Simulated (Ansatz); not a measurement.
Geometry relaxation of Al₃₂N₃₁ (part 5 of 5)

Continued. System: Al₃₂N₃₁ (defect cell, 63 atoms in the cell). Method: DFT PBE, scalar-relativistic, plane waves, PAW, spin-polarised (Ansatz 0.2.0); cutoff 420 eV, 2×2×2 k-mesh, Gaussian smearing of 0.01 eV, collinear spins. The structure derives from an entry of the Crystallography Open Database.

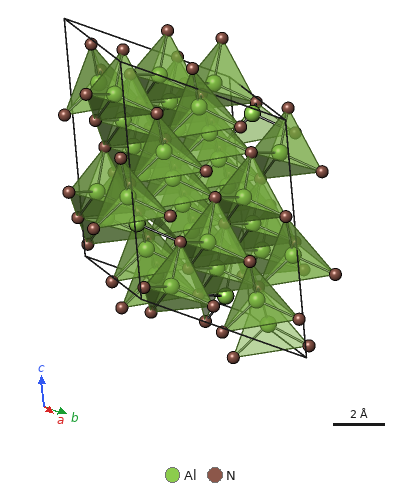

**Figure 1.** The geometry at step 6 of the log (polyhedral view of the cell of the calculation, seen slightly off an axis; polyhedra are completed across the faces of the cell).

Trajectory as extended XYZ, continued
```
63
Lattice="1.5651 8.1326 5.0180 -1.5651 -8.1326 5.0180 7.8256 -2.7109 -5.0180" Properties=species:S:1:pos:R:3:forces:R:3 step=6 energy=-29186.35246
Al    1.5807    4.5248    4.9970   -0.0052   0.0082   0.0064
Al    6.2660    1.8096   -0.0304    0.0070  -0.0004  -0.0010
Al    3.1267   -3.6129    5.0145    0.0055   0.0049  -0.0025
Al    1.5676   -0.9101    5.0136    0.0005  -0.0025   0.0024
Al    1.5741   -0.8955    0.0134    0.0008  -0.0049   0.0009
Al    7.8307   -0.9030   -0.0308    0.0080   0.0066   0.0107
Al    6.2502   -9.0494   -0.0137    0.0019  -0.0117  -0.0070
Al    6.2545   -3.6137    5.0228   -0.0022  -0.0027  -0.0087
Al    4.6951   -0.9065    5.0141   -0.0013   0.0052  -0.0009
Al    4.6973   -0.9035    0.0003    0.0018  -0.0078  -0.0021
Al    3.1294    1.7985    5.0218    0.0001  -0.0093   0.0082
Al    1.5549   -6.3093    5.0299    0.0014   0.0061  -0.0060
Al   -0.0795   -3.6636    5.0124    0.0129  -0.0005   0.0063
Al    4.6801   -6.3308   -0.0142   -0.0078   0.0070   0.0059
Al    3.1427   -3.6134    0.0120   -0.0019  -0.0033  -0.0012
Al    6.2722   -3.6339    0.0113   -0.0128   0.0002   0.0084
Al    3.1316    3.7135    2.5455    0.0003   0.0175  -0.0082
Al    6.2651   -7.2321    2.4120    0.0027   0.0190   0.0096
Al    4.7104   -4.5260    2.5074    0.0022  -0.0002  -0.0022
Al    3.1386   -1.8042    2.5144    0.0016  -0.0090   0.0021
Al    3.1254   -1.8117    7.5284    0.0032  -0.0018   0.0050
Al    1.5662    0.9155    2.5072    0.0063  -0.0021   0.0087
Al    1.5656    0.9162    7.5213    0.0011   0.0042   0.0012
Al    0.0932   -1.8528    7.5649   -0.0147  -0.0223   0.0073
Al    6.2727   -1.8241    2.5000    0.0042  -0.0021   0.0013
Al    6.2491   -1.8189   -2.5052    0.0084   0.0004  -0.0015
Al    4.6881    0.9187    2.4997    0.0039   0.0080   0.0018
Al    3.1188   -7.2348    2.5137    0.0003   0.0000  -0.0111
Al    1.5635   -4.5107    2.5064   -0.0067  -0.0066   0.0076
Al    7.8120    0.8944    2.4665   -0.0036  -0.0089  -0.0021
Al    6.2705    3.6049    2.5040   -0.0073   0.0063  -0.0014
Al    0.0045   -1.8171    2.5072    0.0030   0.0068  -0.0002
N     4.6750   -6.3276    1.9014   -0.0148   0.0009  -0.0035
N     3.1431   -3.6118    1.9248   -0.0117  -0.0033   0.0027
N     1.5733   -0.8990    1.9265    0.0120   0.0046  -0.0066
N     1.5892   -0.8765    6.9188   -0.0044   0.0024  -0.0052
N     7.8138   -0.9281   -3.1168   -0.0096  -0.0006   0.0014
N     7.8252   -0.9091    1.8833    0.0007  -0.0041  -0.0127
N     6.3079   -3.6628    1.9271    0.0045  -0.0030  -0.0057
N     4.7010   -0.9029    1.9129    0.0014   0.0064  -0.0033
N     3.1298   -9.0382    1.9143    0.0070   0.0036   0.0025
N     3.1125    1.8670    1.9270   -0.0004   0.0064   0.0008
N     1.5657   -6.3184    1.9208   -0.0049  -0.0036  -0.0049
N    -0.0037   -3.6189    1.9009   -0.0002  -0.0042   0.0075
N     6.2565    1.8066    1.8828   -0.0041   0.0013   0.0002
N     4.7276    4.5215    1.9016    0.0147  -0.0036   0.0026
N     6.2653   -3.6223   -3.0975    0.0055   0.0013   0.0121
N     3.1483    3.6028    4.4557    0.0087   0.0103   0.0108
N     7.8480    0.9145   -0.6616    0.0038   0.0002   0.0042
N     4.6927   -4.5171    4.4151    0.0043  -0.0062  -0.0016
N     3.1317   -1.8091    4.4226   -0.0013   0.0057   0.0013
N     3.1324   -1.8077   -0.5897   -0.0037   0.0032  -0.0030
N     1.5655    0.8983    4.4153   -0.0023  -0.0029  -0.0085
N     0.0004   -7.2260    4.4205    0.0049   0.0033   0.0084
N     1.5680    6.3450    4.4572   -0.0167  -0.0023   0.0113
N     6.2533   -1.8174    4.4135   -0.0059   0.0009  -0.0010
N     6.2601   -1.8182   -0.5908    0.0078  -0.0009   0.0027
N     4.6844    0.8984    4.4133   -0.0010   0.0037  -0.0001
N     4.6878    0.9079   -0.5896    0.0009  -0.0134  -0.0078
N     1.5416   -4.5040    4.4397   -0.0069   0.0028  -0.0137
N     6.2052   -7.2622   -0.6579   -0.0007  -0.0054  -0.0181
N     4.7001   -4.5219   -0.5965   -0.0016  -0.0030  -0.0045
N     0.0023   -1.8388    4.4404    0.0003  -0.0049  -0.0061
```

Summary

- outcome: converged
- electrons treated: 251
- free energy: −29186.3525 eV
- Fermi energy: 10.377 eV
- gap on the k-point mesh: 0.78 eV
- net moment of the cell: 1.00 μB
- integrated absolute moment: 1.10 μB
- final volume: 681.29 Å³
- largest force (length of the vector) at the end: 0.028 eV/Å
- hardware: 4 threads of Arm Neoverse V1, 24 GiB of memory available, shared host
- wall time: 7.1 min (CPU time 28 min)
- peak memory: 2.9 GiB
